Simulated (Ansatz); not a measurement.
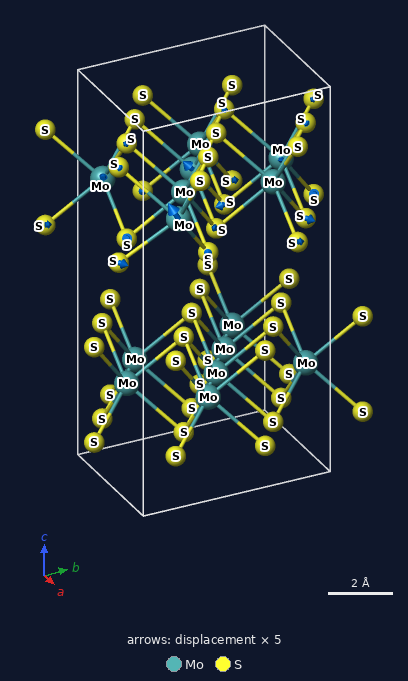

This is a relaxation of a defect cell of composition Mo$_{14}$S$_{27}$. The starting structure is drawn; blue arrows show the displacements, 5 times their true length.

A ball-and-stick model of the cell of the calculation, seen slightly off an axis.

Case: S vacancy (site f), charge +0, atoms relaxed at the host's cell.

Computed with Ansatz, DFT PBEsol, scalar-relativistic, plane waves, PAW. Set-up: plane-wave cutoff 420 eV; k-point mesh 2 × 2 × 2; occupations gaussian; smearing width 0.01 eV; no spin polarisation; atoms relaxed in a fixed cell; force threshold 0.025 eV/Å; at most 45 steps.

Which element moves most?

Molybdenum: up to 0.13 Å, against 0.07 Å for sulfur.

Describe the change and its energy.

Over 3 geometry steps the energy falls by 0.385 eV per cell of the calculation. Largest force component: 2.4 eV/Å at the start, 0.011 eV/Å at the end. The largest move is that of a Mo atom, 0.13 Å along [−1 −2 2]. Largest moves by element: Mo 0.13 Å, S 0.07 Å. The cell stays as it was. Some distances before and after: Mo–S 2.521 → 2.374 Å, Mo–Mo 3.160 → 3.065 Å, Mo–S 2.300 → 2.387 Å, Mo–S 2.434 → 2.361 Å. Among the angles between lasting bonds that change: S–Mo–S 78.9° → 83.0°, S–Mo–S 78.5° → 81.7°, S–Mo–S 83.6° → 80.4°. Cost: 5.2 min on 4 threads of Arm Neoverse N1, with other jobs on the host, peak memory 3.7 GiB.

Limits of the set-up: the periodic images lie only 8.3 Å apart, so the values are limited by the cell's size.
